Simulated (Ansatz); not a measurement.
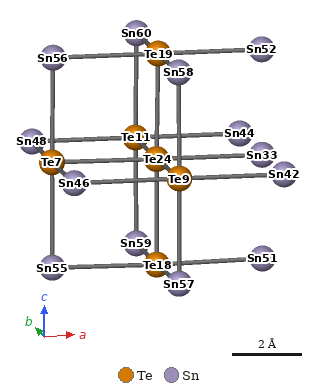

Starting structure of a defect cell of composition Te$_{32}$Sn$_{32}$. The picture is a ball-and-stick view of the atoms within 5.0 Å of the atom that moves most (axes of the cell of the calculation (origin shifted)), seen slightly off an axis.

All numbers below come from Ansatz 0.2.0, DFT, PBEsol, PAW, plane waves.

(plane-wave cutoff 420 eV; k-point mesh 1 × 1 × 1; mesh shifted by (0.25, 0.25, 0.25); collinear spin; atoms relaxed in a fixed cell; force threshold 0.03 eV/Å; at most 80 steps)

```
Te Sn
1.0
    12.56900    0.00000    0.00000
     0.00000   12.56900    0.00000
     0.00000    0.00000   12.56900
Te Sn
32 32
Cartesian
  3.1527 0.0077 0.0031
  3.1686 0.0198 6.2430
  3.1534 6.2373 12.5415
  9.4166 0.0320 12.5663
  9.4390 12.5611 6.2706
  9.4140 6.2668 0.0093
  9.4061 6.2910 6.2870
  12.5516 3.1392 0.0039
  0.0180 3.1378 6.2888
  0.0297 9.3969 12.5515
  12.5504 9.4437 6.2963
  6.3063 3.1396 0.0031
  6.2833 3.1584 6.2694
  6.3099 9.4184 0.0023
  6.2827 9.3908 6.3015
  0.0165 0.0089 3.1822
  12.5584 0.0115 9.4258
  12.5486 6.2738 3.1015
  0.0216 6.2902 9.4228
  6.2993 0.0018 3.1052
  6.2911 0.0233 9.4270
  6.3143 6.2848 3.1193
  6.2742 6.2739 9.3935
  12.5427 6.2892 6.2636
  3.1353 3.1151 3.1556
  3.1498 3.1440 9.4194
  3.1466 9.4330 3.1497
  3.1746 9.4499 9.4351
  9.4269 3.1209 3.1232
  9.4330 3.1383 9.4527
  9.4427 9.4481 3.1437
  9.4393 9.4156 9.4170
  3.1382 6.2691 6.2702
  0.0305 12.5555 0.0160
  0.0189 0.0116 6.2638
  0.0265 6.2898 0.0181
  6.2867 0.0181 0.0156
  6.2855 0.0380 6.3234
  6.2856 6.3375 0.0126
  6.2664 6.2447 6.2989
  3.1623 3.1827 12.5658
  3.1647 3.1501 6.2878
  3.1270 9.3988 0.0197
  3.1082 9.4287 6.2951
  9.4046 3.1436 0.0016
  9.4319 3.1191 6.2765
  9.4599 9.3943 12.5474
  9.4423 9.4166 6.3048
  3.1600 0.0284 3.1295
  3.1395 12.5577 9.4143
  3.1528 6.2853 3.1579
  3.1303 6.2889 9.4273
  9.4408 12.5612 3.1135
  9.4014 12.5355 9.4362
  9.4173 6.2894 3.1294
  9.4438 6.3177 9.4166
  0.0157 3.1601 3.1320
  0.0010 3.1642 9.4639
  0.0048 9.4163 3.1281
  0.0161 9.4534 9.4194
  6.2747 3.1800 3.1486
  6.2739 3.1424 9.4035
  6.2764 9.4064 3.1404
  6.3249 9.4244 9.4007
```

Predict the outcome.

Answer. After 11 geometry steps the energy has fallen by 1.034 eV per cell of the calculation. Largest force component: 1.3 eV/Å at the start, 0.014 eV/Å at the end. The largest move is that of Te24, 0.60 Å along +a. By element the largest moves are Te 0.60 Å, Sn 0.24 Å. The cell doesn't change. Near-neighbour distances that change, for instance: Te7–Te24 3.137 → 3.716 Å, Te24–Sn33 3.165 → 2.744 Å, Te19–Sn52 3.109 → 3.296 Å, Te11–Sn44 3.127 → 3.296 Å. Among the angles between lasting bonds that change: Te9–Te24–Te11 178.6° → 157.1°, Te19–Te24–Sn33 89.0° → 102.9°, Te11–Te24–Sn33 90.2° → 102.9°. The program noted that the starting moments weren't kept.

After the run, drawn alike:

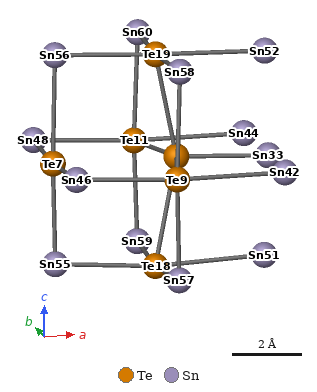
